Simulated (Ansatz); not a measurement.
**A series of single points on C**

System: C (C2/m, 2 atoms in the cell).
Method: DFT PBE+D3(BJ), scalar-relativistic, plane waves, PAW, no spin polarisation (Ansatz 0.2.0).

The 8 runs differ only in the geometry, by a strain of the cell at fixed fractional positions. Against run 5, the strain is εyy = −0.03 η, εyz = η and εzz = −0.03 η. The structure derives from an entry of the Crystallography Open Database.

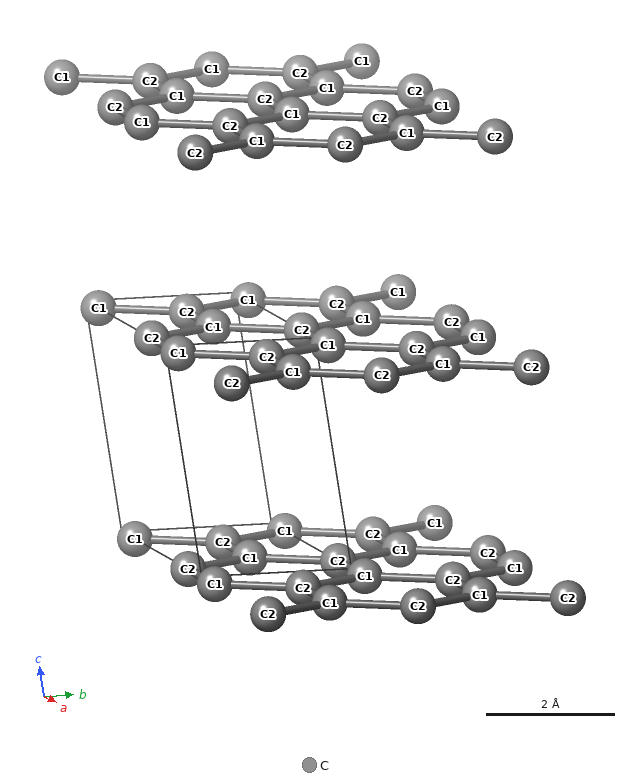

Figure 1. The structure of run 5 (ball-and-stick view of the cell 2 times as large as that of the calculation, set on its symmetry axes, repeated 2 × 2 × 2, seen slightly off an axis; atoms are numbered from 1 in the order of the input).

### Input of run 5
```yaml
crystal:
  lattice:
    - [0.0, 2.2210788, 3.4077687]
    - [1.228, 0.0940788, 3.348]
    - [1.228, 2.127, 0.0597687]
  atoms:
    - { symbol: C, position: [0.16667, 0.83333, 0.16667] }
    - { symbol: C, position: [0.83333, 0.16667, 0.83333] }
basis:
  ecutwfc: 420
kpoints:
  mp_grid: { grid: [14, 14, 14] }
hamiltonian:
  xc: pbe
  dispersion: d3bj
scf:
  occupations: { method: gaussian, width: 0.05 }
output:
  forces: true
  stress: true
  eigenvalues: true
```

Command:
```bash
ansatz run input.yaml --threads 1 --pin off --max-ram 1228MiB --backend cpu --events-out ev --progress --plain --runs-dir out
```

Lattice vectors (Å) and fractional positions of run 5:
```
   0.000000    2.221079    3.407769
   1.228000    0.094079    3.348000
   1.228000    2.127000    0.059769
C   0.166670  0.833330  0.166670
C   0.833330  0.166670  0.833330
```

Run 6 differs from it as follows:
```diff
-    - [0.0, 2.2210788, 3.4077687]
-    - [1.228, 0.0940788, 3.348]
-    - [1.228, 2.127, 0.0597687]
+    - [0.0, 2.2838538, 3.44764995]
+    - [1.228, 0.1568538, 3.348]
+    - [1.228, 2.127, 0.09964995]
```

### Results, with one run withheld

| run | strain parameter η (%) | free energy per atom, from the lowest run given (meV) | pressure (GPa) | gap on the mesh (eV) |
| --- | --- | --- | --- | --- |
| 1 | −10.3181 | 0.00 | 2.17 | 0.45 |
| 2 | −6.5652 | 1.01 | 3.07 | 0.35 |
| 3 | −1.8765 | 1.51 | 3.36 | 0.34 |
| 4 | −0.9357 | 1.40 | 3.30 | 0.34 |
| 5 | 0.0000 | 1.24 | 3.20 | 0.34 |
| 6 | 1.8765 | ? | ? | ? |
| 7 | 2.8172 | 0.48 | 2.69 | 0.38 |
| 8 | 3.7530 | 0.23 | 2.45 | 0.41 |

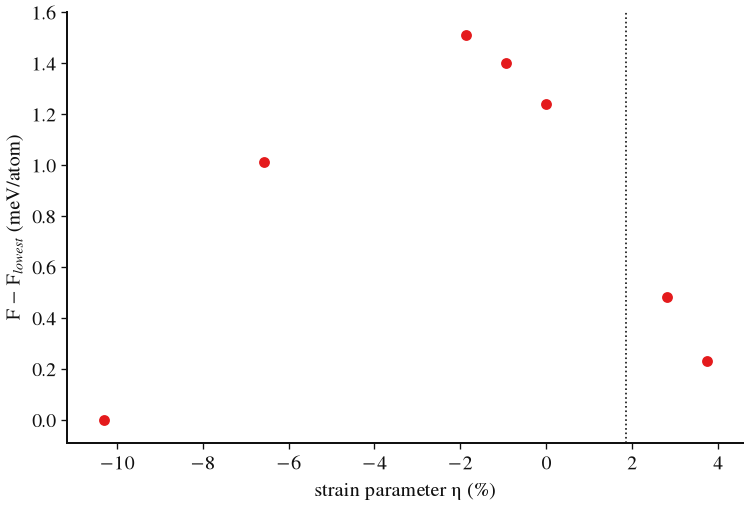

Figure 2. Free energy per atom of the runs given; the dotted line marks run 6.

What should run 6 give?

A cubic polynomial in the coordinate, fitted to the 7 runs given, misses them by at most 0.07 meV per atom. With x = η + 1.8750, it reads F = 1.4538 − 0.040281 x − 0.02998 x² − 0.00055585 x³ (meV per atom). At run 6 it gives 0.85 meV per atom, and the run itself gives 0.76. The fit has no minimum inside this range. The gap on the mesh lies between 0.34 eV (run 4) and 0.45 eV (run 1); run 6 has 0.36 eV. These are gaps of this functional on this mesh, which can miss the band edges; they aren't the measured gap.

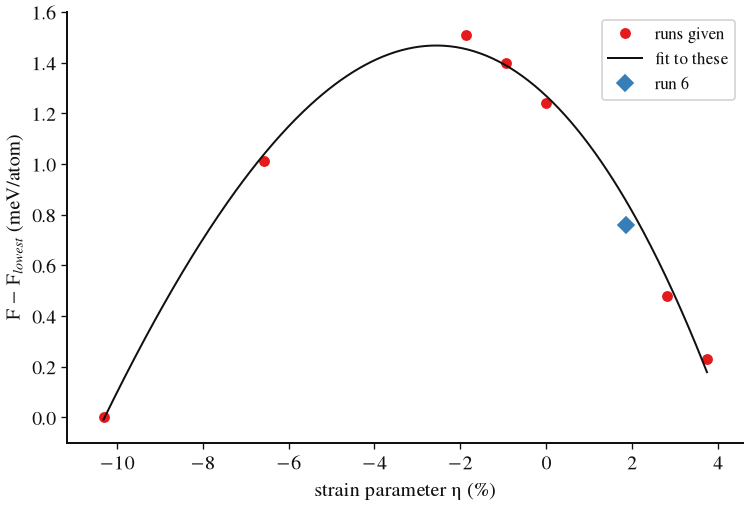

Figure 3. The fit and the withheld run.

### Output, shortened to warnings, some set-up lines, iterations and results (run 6)
```
Basis set: ecut = 420 eV, 327 PW (Γ), exchange–correlation on 60×48×36 points (8 copies of the dense FFT grid, shifted against one another)
Symmetry: 4 space group operations
k-points: 744 of 2744
Initial density: superposition of atomic densities (neutral atoms: chi_scale 0, normalization atom), corrected by the library's trained network
[...]
SCF iter   1: F=—  HF=-502.166403 eV  |F-HF|=—  |Δ(HF+E_count)|=         —  Δρ=2.27e-3  dr2=6.90e-4  ethr=1.77e-3  ⟨swp⟩=4.2  Hψ=38786  notcnv=0
SCF iter   2: F=—  HF=-502.166931 eV  |F-HF|=—  |Δ(HF+E_count)|=   5.28e-4  Δρ=1.19e-3  dr2=1.82e-4  ethr=8.62e-6  ⟨swp⟩=2.9  Hψ=15000  notcnv=0
SCF iter   3: F=—  HF=-502.167030 eV  |F-HF|=—  |Δ(HF+E_count)|=   9.90e-5  Δρ=2.57e-4  dr2=8.43e-6  ethr=2.28e-6  ⟨swp⟩=2.0  Hψ=8653  notcnv=0
SCF iter   4: F=—  HF=-502.167028 eV  |F-HF|=—  |Δ(HF+E_count)|=   1.32e-6  Δρ=8.34e-5  dr2=5.21e-7  ethr=1.05e-7  ⟨swp⟩=2.2  Hψ=8730  notcnv=0
SCF iter   5: F=-502.167029 eV  HF=-502.167029 eV  |F-HF|=6.27e-10  |Δ(HF+E_count)|=   2.48e-7  Δρ=5.06e-6  dr2=2.55e-9  ethr=6.52e-9  ⟨swp⟩=2.3  Hψ=8535  notcnv=0
SCF iter   6: F=-502.167029 eV  HF=-502.167029 eV  |F-HF|=3.93e-11  |Δ(HF+E_count)|=   1.13e-9  Δρ=5.34e-7  dr2=1.73e-11  ethr=3.19e-11  ⟨swp⟩=2.0  Hψ=19263  notcnv=0
SCF 1 converged in 6 iterations: F = -502.167029 eV  dr2 = 1.73e-11
SCF converged after 6 iterations
Free energy (F): -502.167029 eV
Harris-Foulkes:  -502.167029 eV  (|F-HF|=3.93e-11)
Internal energy: -502.167029 eV  (E = F + TS)
E sigma→0 (E₀):  -502.167029 eV
Fermi energy:    7.330108 eV
--- Per-component energies (eV) ---
  E_band       = -16.371486
  E_kinetic    = 182.471729
  E_local      = -303.997053  (includes V_loc(G=0)·N_el)
  E_nonlocal   = 54.752148
  E_hartree    = 91.601096
  E_xc         = -96.196681
  E_vxc        = -119.122876  (∫ρ·V_xc dr)
  E_paw        = -198.745940  (= ΣΔE_a)
  E_vpaw       = -13.677660  (= ΣTr[D̂ρ^β])
  E_aug_tail   = 0.000015  (compensation charges beyond the density's cutoff)
  E_ewald      = -231.737421
  E_disp       = -0.314921  (pairwise vdW)
  E_smearing   = -0.000000  (= −TS)
  E_closure    = 0.000000  (closes the sum)
  Σ components = -502.167029   (vs F -502.167029, Δ=0.00e0)
--- Forces (eV/Å), atoms counted from 1 ---
  atom   1  C      0.00000000     0.00868249    -0.00914424
  atom   2  C     -0.00000000    -0.00868249     0.00914424
  max |Σ_I F_I| component: 0.00e0 eV/Å
--- Stress (GPa, compression-positive) ---
        4.586069      -0.000000      -0.000000
       -0.000000       3.494769       0.357431
       -0.000000       0.357425       0.614740
  P = ⅓ Tr σ = 2.8985 GPa (28.985 kbar)
```
